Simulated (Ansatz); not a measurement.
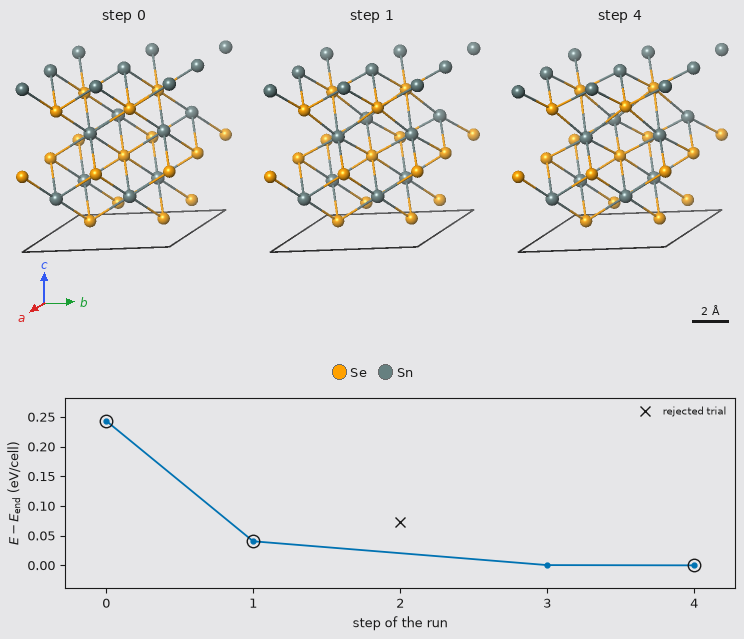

Frames of a constrained relaxation of a slab of composition SnSe (cut from the Fm-3m phase), marked on the history of the run. A ball-and-stick model of the 2 × 2 repeat of the cell, outlined in the plane, without the vacuum, seen slightly off an axis.

Case: clean slab, lower half held. The slab is the (1 1 1) face of SnSe. 3 atoms are held fixed.

Computed with Ansatz 0.2.0, DFT PBEsol, scalar-relativistic, plane waves, PAW. (plane-wave cutoff 420 eV; k-point mesh 9 × 9 × 1; occupations gaussian; smearing width 0.05 eV; no spin polarisation; dipole correction; atoms relaxed in a fixed cell; force threshold 0.03 eV/Å; at most 70 steps)

What happens along the run?

Answer. A Sn atom moves most: 0.25 Å along the normal (−c). Largest moves by element: Sn 0.25 Å, Se 0.14 Å. The lattice vectors keep their values. Some distances before and after: Se–Sn 2.973 → 3.213 Å, Se–Sn 2.973 → 2.819 Å. Bond angles that change, for instance: Sn–Se–Sn 180.0° → 169.6°, Se–Sn–Se 180.0° → 170.2°, Se–Sn–Se 90.0° → 81.7°. After 3 accepted moves (4 points after the start) the energy has fallen by 0.243 eV per cell of the calculation. Largest force component: 0.91 eV/Å at the start, 0.011 eV/Å at the end. The line search rejected the trial step at point 2 of the run. From step 0 to 1: a Sn atom moves most (0.19 Å), energy −0.203 eV per cell of the calculation. From step 1 to 4: a Se atom moves most (0.07 Å), energy −40.5 meV per cell of the calculation.

```tsv
step	E − E(0), meV/atom	largest force component, eV/Å	note
0	0.00	0.9140	
1	-33.80	0.5387	
2	-28.47	0.8646	rejected
3	-40.48	0.0500	
4	-40.55	0.0112
```
